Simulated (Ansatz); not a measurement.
# SiC (slab): what the fields show

Input file:

```
crystal:
  lattice:
    - [3.0806203186, 0.0, 0.0]
    - [0.0, 3.0806203186, 0.0]
    - [0.0, 0.0, 35.4753561983]
  atoms:
    - { symbol: C, position: [-5.9266e-06, 0.5000046769, 0.2153382748] }
    - { symbol: Si, position: [0.4999940583, 0.5000048011, 0.2410461685] }
    - { symbol: C, position: [0.4999940436, 4.794e-06, 0.2728104698] }
    - { symbol: Si, position: [-5.9374e-06, 4.8711e-06, 0.3022640448] }
    - { symbol: C, position: [-5.9013e-06, 0.5000049264, 0.3338786644] }
    - { symbol: Si, position: [0.4999939593, 0.5000051158, 0.3637431573] }
    - { symbol: C, position: [0.499993865, 5.2425e-06, 0.3953497079] }
    - { symbol: Si, position: [-6.2559e-06, 5.3862e-06, 0.4249281992] }
basis:
  ecutwfc: 420
kpoints:
  mp_grid: { grid: [11, 11, 1] }
hamiltonian:
  xc: pbesol
scf:
  occupations: { method: gaussian, width: 0.1 }
output:
  forces: true
  stress: true
  eigenvalues: true
  write_density: true
  write_potential: true
  elf: true
  volumetric_format: npy
efield:
  axis: 3
  dipole_correction: true
  ramp_width: 0.04
```

Launched as:

```sh
ansatz run input.yaml --threads 4 --pin off --max-ram 10240MiB --backend cpu --events-out ev --progress --plain --runs-dir out
```

Not relaxed (largest force 0.9 eV/Å).

Theory: Ansatz, DFT PBEsol, scalar-relativistic, plane waves, PAW.

In a PAW calculation such maps are meaningful between the atoms, not at the nuclei.

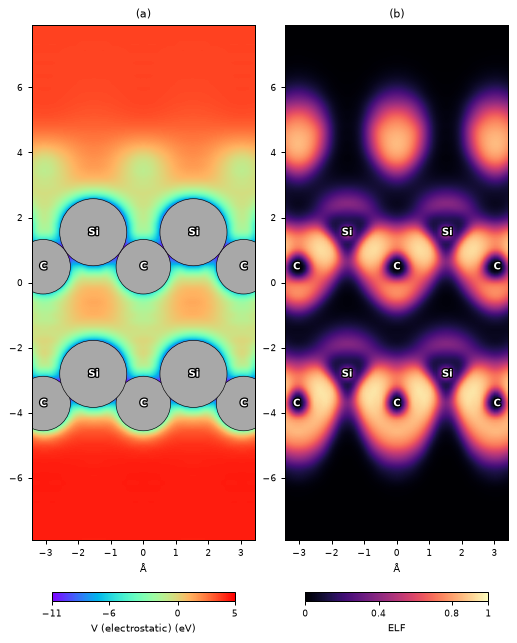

Figure 1. (a) electrostatic potential (local pseudopotential plus Hartree) felt by an electron; (b) electron localisation function on the (010) plane of the calculation cell, a cut from vacuum to vacuum. Grey discs cover the atomic cores in the potential map.

> Interpret the plot.

The plane passes through C and Si nuclei. Si–C (1.79 Å): the ELF peaks at about 0.95 between the atoms. Si–C (1.87 Å): the ELF peaks at about 0.95 between the atoms.

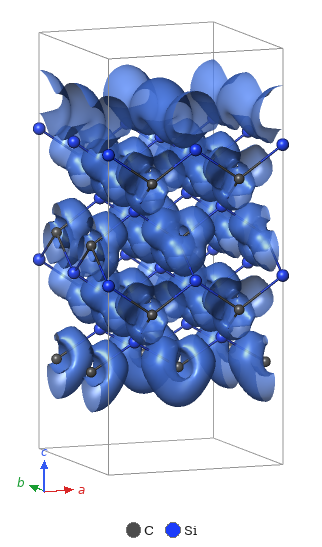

Figure 2. Isosurface of the electron localisation function at 0.7 (blue), seen slightly off an axis. Only the valence region is drawn (cores and ρ < 0.01 e/Å³ removed). Sticks mark near contacts.

> Identify the bonds, lone pairs and shells in this picture.

The surface consists of four regions on C in which the atom's valence shell and bonds are merged and channels that run through the cell in one direction, counted in one cell of 8 atoms. Counts are for one cell; the picture repeats the cell along the surface. Along the contacts the grid gives the following. Si–C (1.86 Å): the ELF peaks at about 0.95 between the atoms.

> Does the calculation make it a metal, or give it a gap?

It is metallic or semimetallic at this level of theory: no gap opens.
